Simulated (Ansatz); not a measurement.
Take the following structure.

```
CELL_PARAMETERS angstrom
3.57148 0.00000 0.00000
0.00000 3.57148 0.00000
0.00000 0.00000 3.57148
ATOMIC_POSITIONS crystal
C 0.00000 0.00000 0.00000
C 0.25000 0.75000 0.75000
C 0.00000 0.50000 0.50000
C 0.25000 0.25000 0.25000
C 0.50000 0.00000 0.50000
C 0.75000 0.75000 0.25000
C 0.50000 0.50000 0.00000
C 0.75000 0.25000 0.75000
```

### Before looking at a picture, describe the arrangement of atoms.

The element is carbon. It is face-centred cubic, space group Fd-3m (No. 227). This arrangement goes by the name diamond. The cell holds eight atoms. The C atoms are each bonded to four C in a tetrahedral arrangement at 1.55 Å. The bonds build a three-dimensional framework.

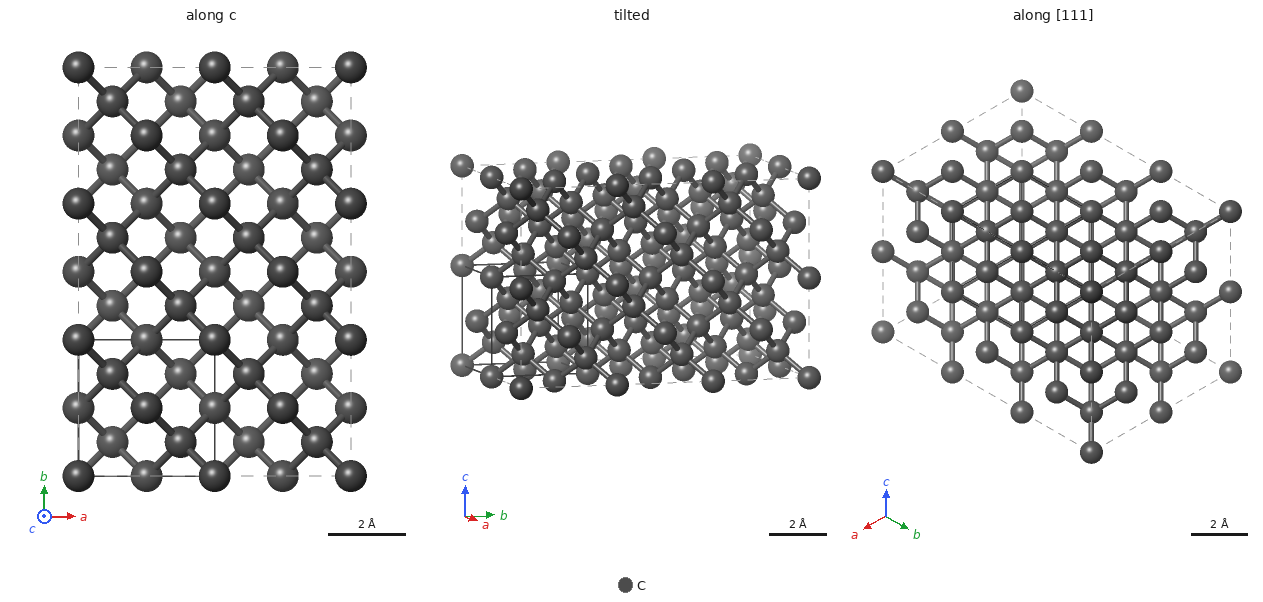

Crystal structure, ball-and-stick style, seen along the c axis, slightly off an axis and along [111]. One conventional unit cell is drawn solid; the view covers 2×3×2 cells. Colours: carbon dark grey.

The initial geometry was a structure listed in the Materials Project. What is shown is the relaxed result from DFT PBE, scalar-relativistic, plane waves, PAW (Ansatz 0.2.0).
